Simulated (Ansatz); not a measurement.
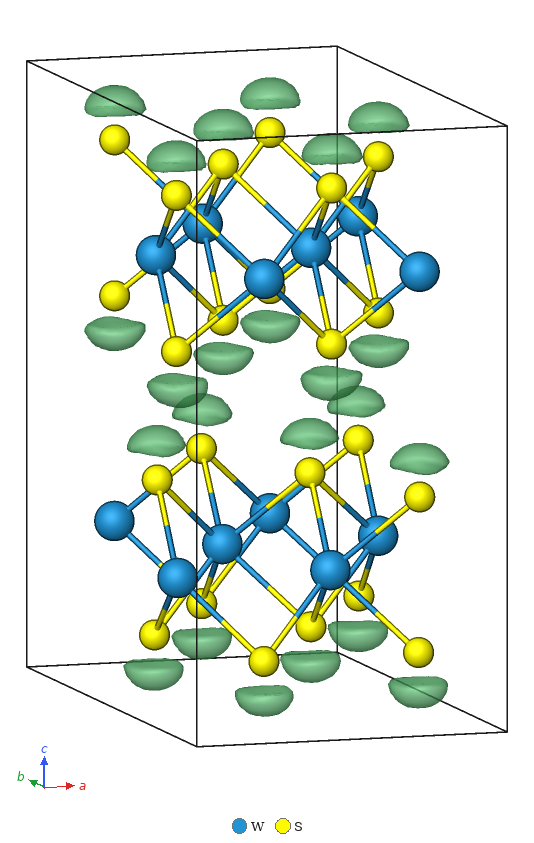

W$_{12}$S$_{23}$ (cell charge −1, with a compensating background) (cell with a defect). Isosurface of the electron localisation function at 0.9 (green), seen slightly off an axis. Only the valence region is drawn (cores and ρ < 0.01 e/Å³ removed). Sticks mark near contacts.

The program warned that a starting moment wasn't kept; spin-polarised, but the moments vanished.

All numbers below come from DFT LDA, scalar-relativistic, plane waves, PAW in Ansatz 0.2.0.

Core electrons are frozen (PAW), and the valence fields are smoothed inside the atomic spheres.

```
W S
1.0
    -3.12678    5.41575    0.00000
     7.81696    2.70788    0.00000
     0.00000    0.00000  -12.16270
W S
12 23
Direct
  0.27836 0.11158 0.75058
  0.77843 0.11124 0.75027
  0.61185 0.44502 0.74993
  0.11194 0.44473 0.75006
  0.44531 0.77821 0.74994
  0.94505 0.77827 0.74992
  0.05836 0.21975 0.24820
  0.54903 0.21681 0.24963
  0.38584 0.55392 0.25213
  0.88879 0.55620 0.25341
  0.22585 0.89656 0.24906
  0.72497 0.89290 0.25015
  0.77891 0.11140 0.37860
  0.60448 0.43838 0.37981
  0.11209 0.43744 0.38009
  0.44466 0.78462 0.37807
  0.95061 0.78563 0.37916
  0.05615 0.22295 0.87909
  0.55642 0.22324 0.87909
  0.38972 0.55616 0.87875
  0.88951 0.55619 0.87885
  0.22271 0.88928 0.87898
  0.72293 0.88901 0.87888
  0.27769 0.11261 0.11924
  0.77784 0.11620 0.12136
  0.61029 0.44323 0.12484
  0.10735 0.44482 0.12342
  0.44205 0.77782 0.12305
  0.94817 0.77793 0.12334
  0.05635 0.22250 0.62158
  0.55592 0.22264 0.62165
  0.38949 0.55599 0.62114
  0.88974 0.55607 0.62103
  0.22305 0.89003 0.62152
  0.72305 0.88970 0.62122
```

Question: Where are the electrons localised?

Answer: At this value the surface marks out 23 lobes on S, pointing away from the bonds (lone pairs), counted in one cell of 35 atoms. Regions shared between cells count once.

Values along the shortest contacts:
W–S (2.36 Å): the ELF peaks at about 0.85 in the valence shell of S, 0.8 Å from its nucleus, and is about 0.45 at the midpoint. W–S (2.40 Å): the ELF peaks at about 0.85 in the valence shell of S, 0.8 Å from its nucleus, and is about 0.50 at the midpoint.
